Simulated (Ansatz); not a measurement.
A series of calculations on GaN and related structures

Part 1: Relaxation

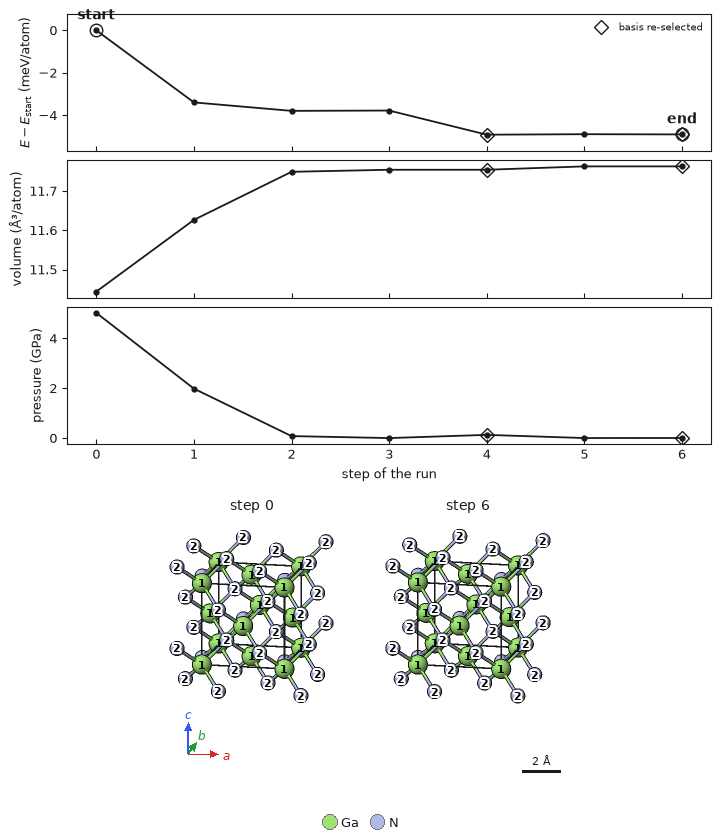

First and last geometry of a relaxation of a crystal of GaN (set up in F-43m), with the history of the run. A ball-and-stick model of the conventional cell (4 times the calculation's cell), seen slightly off an axis. Lengths and directions refer to the drawn axes.

Computed with DFT PBE, scalar-relativistic, plane waves, PAW (Ansatz). (plane-wave cutoff 420 eV; k-point mesh 10 × 10 × 10; occupations gaussian; smearing width 0.02 eV; no spin polarisation; cell and atoms relaxed; force threshold 0.005 eV/Å; at most 80 steps)

> What do the curves and the structures tell?

It converged. The energy falls by 4.9 meV per atom in 4 accepted moves (6 points after the start). All forces vanish by symmetry, so only the cell relaxes. The pressure goes from 5.03 to 0.00 GPa. At 2 points the geometry stayed and the basis and grid were re-selected for the new cell (energy shift of 1.1 meV per atom at most each time). No atom moves by more than 0.005 Å relative to the cell. The drawn cell changes as follows: a = b = c 4.507 → 4.548 Å (+0.9 %); the volume changes by +2.8 %. Near-neighbour distances that change, for instance: Ga1–N2 1.952 → 1.970 Å. The space group stays F-43m (No. 216). Cost: 7.3 s on 4 threads of Arm Neoverse N1 (shared host), peak memory 0.32 GiB.

Part 2: Relaxation

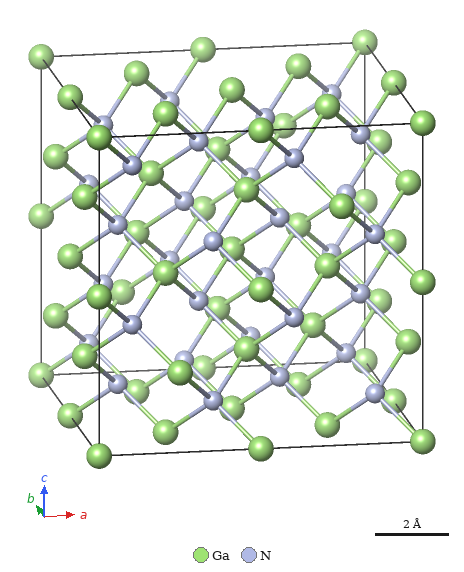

A defect cell of composition Ga₇N₈ (cell charge −3), before the relaxation. The picture is a ball-and-stick view of the conventional cell (4 times the calculation's cell), seen slightly off an axis. Lengths and directions refer to the drawn axes.

Case: Ga vacancy, atoms relaxed.

The calculation used DFT PBE, scalar-relativistic, plane waves, PAW (Ansatz).

Input file:
```yaml
crystal:
  lattice:
    - [0.0, 4.5484769843, -4.5484769843]
    - [4.5484769843, 4.5484769843, 0.0]
    - [4.5484769843, 0.0, -4.5484769843]
  atoms:
    - { symbol: Ga, position: [0.0, 0.5, 0.5] }
    - { symbol: Ga, position: [0.5, 0.0, 0.5] }
    - { symbol: Ga, position: [0.5, 0.5, 0.5] }
    - { symbol: Ga, position: [0.0, 0.0, 1.0] }
    - { symbol: Ga, position: [0.0, 0.5, 1.0] }
    - { symbol: Ga, position: [0.5, 0.0, 1.0] }
    - { symbol: Ga, position: [0.5, 0.5, 1.0] }
    - { symbol: "N", position: [0.125, 0.125, 0.125] }
    - { symbol: "N", position: [0.125, 0.625, 0.125] }
    - { symbol: "N", position: [0.625, 0.125, 0.125] }
    - { symbol: "N", position: [0.625, 0.625, 0.125] }
    - { symbol: "N", position: [0.125, 0.125, 0.625] }
    - { symbol: "N", position: [0.125, 0.625, 0.625] }
    - { symbol: "N", position: [0.625, 0.125, 0.625] }
    - { symbol: "N", position: [0.625, 0.625, 0.625] }
total_charge: -3
basis:
  ecutwfc: 420
kpoints:
  mp_grid: { grid: [4, 4, 4] }
hamiltonian:
  xc: pbe
scf:
  occupations: { method: gaussian, width: 0.05 }
output:
  forces: true
  stress: true
  eigenvalues: true
  write_density: true
  write_potential: true
  elf: true
  volumetric_format: npy
relax:
  adjacent_minimum: "off"
  f_tol: 0.02
  max_steps: 50
```

Run as
```bash
ansatz run input.yaml --threads 4 --pin off --max-ram 9216MiB --backend cpu --events-out ev --progress --plain --runs-dir out
```

What does the optimiser find from here?

Answer. The largest moves, 0.081 Å, are those of Ga1, Ga2, Ga3, Ga4, Ga5 and Ga6. Ga2 goes along +a. Largest moves by element: Ga 0.081 Å, N 0.030 Å. The cell doesn't change. Near-neighbour distances that change, for instance: Ga1–N12 1.970 → 1.914 Å, Ga1–N15 1.970 → 2.016 Å. Among the angles between lasting bonds that change: N10–Ga2–N15 109.5° → 105.5°, N12–Ga2–N14 109.5° → 111.7°. After 3 geometry steps the energy has fallen by 0.545 eV per cell of the calculation. Largest force component: 2.1 eV/Å at the start, 0.0015 eV/Å at the end. Cost: 29 s on 4 threads of Arm Neoverse N1 (shared host), peak memory 0.66 GiB.

The end point in the same view:

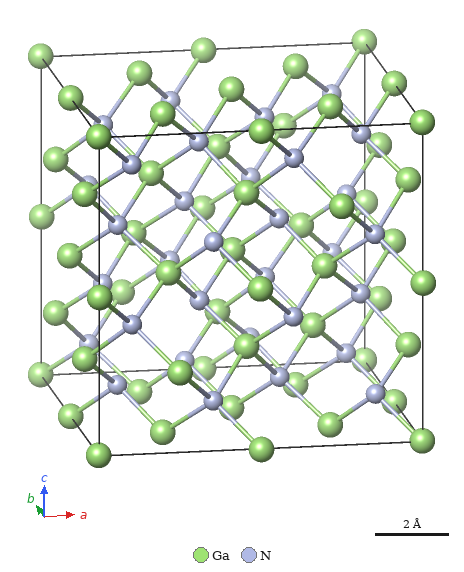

Limits of the set-up: the periodic images lie only 6.4 Å apart, so the values are limited by the cell's size; the cell is charged, on a uniform background, and energies carry no finite-size correction.

Part 3: Vacancy jump

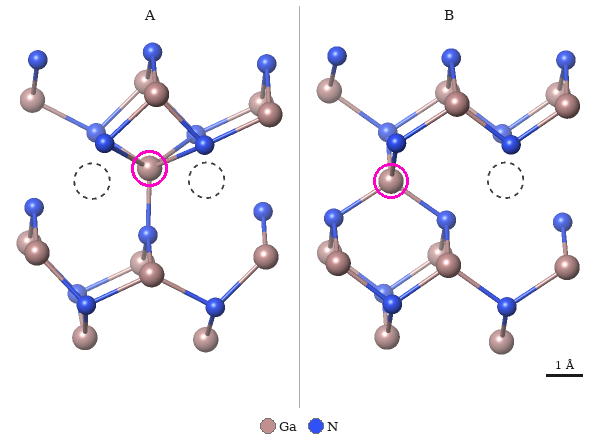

A vacancy jump of gallium in GaN (F-43m phase), in a cell of charge −3 (on a uniform background) with 15 atoms, whose images lie 6.4 Å apart. One frame is the relaxed vacancy; in the other the neighbouring Ga atom (ringed) was set half-way along its jump of 3.22 Å and all atoms were relaxed in the symmetry of that start. Dashed circles mark empty sites. The picture is a ball-and-stick view of the slice 3.8 Å thick through the jump, out to 4.8 Å from its middle, seen across the jump.

Method: DFT PBE, scalar-relativistic, plane waves, PAW (Ansatz 0.2.0). Settings: plane-wave cutoff 420 eV; k-point mesh 4 × 4 × 4; occupations gaussian; smearing width 0.05 eV; no spin polarisation; atoms relaxed in a fixed cell; force threshold 0.02 eV/Å.

What does the half-way point cost?

Frame A is the half-way start after relaxation. It lies 2.02 eV above the relaxed vacancy. The atom stays half-way, bowed 0.30 Å off the straight line. The symmetry of the start was kept and can hold it there, so for a path with one hump at the middle this is the barrier or an upper bound to it. There it has 1 N as nearest neighbours, the closest at 1.88 Å. The gap on the mesh is 0.39 eV with the relaxed vacancy and 0.12 eV half-way.

Limits of the set-up: the periodic images lie only 6.4 Å apart, so the values are limited by the cell's size; the cell is charged, on a uniform background, and energies carry no finite-size correction.
